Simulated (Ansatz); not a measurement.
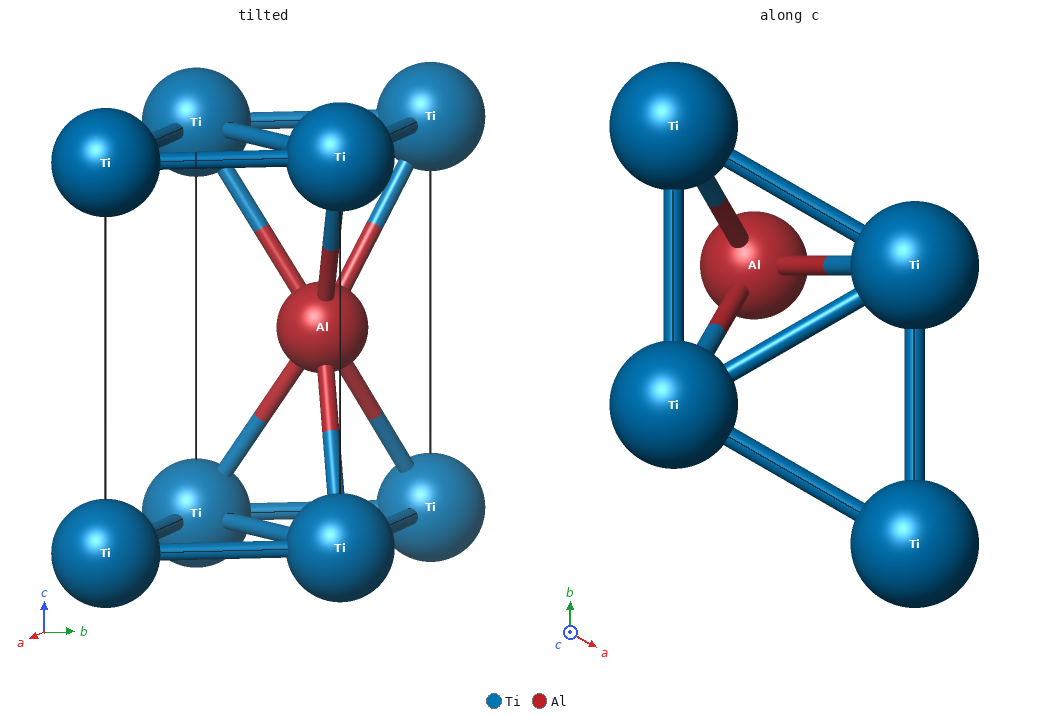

The crystal in a ball-and-stick representation, seen slightly off an axis and along the c axis. The conventional unit cell is drawn as a box.

TiAl, space group P-6m2 (No. 187), a = 2.75 Å, b = 2.75 Å, c = 4.63 Å, α = 90.00°, β = 90.00°, γ = 120.00°.

The numbers come from DFT r2SCAN, scalar-relativistic, plane waves, PAW in Ansatz 0.2.0, using a basis cut at 500 eV, the zone sampled with 24×24×14 points, Gaussian smearing of 0.15 eV, no spin polarisation.

### Is the electronic structure metallic or gapped?

A metal: bands cross the Fermi level.

### What is the computed pressure?

The computed pressure is 10.2 GPa (compressed: it would expand). The stress isn't hydrostatic: its largest component is 12.3 GPa.

It derives from a structure listed in the Materials Project. The cell was then strained or its atoms displaced on purpose. It went into a calculation with Ansatz.

At this level of theory the run's own cell isn't at rest (compressed, at 10 GPa), so its distances can differ from those at equilibrium, the more so the softer the solid.
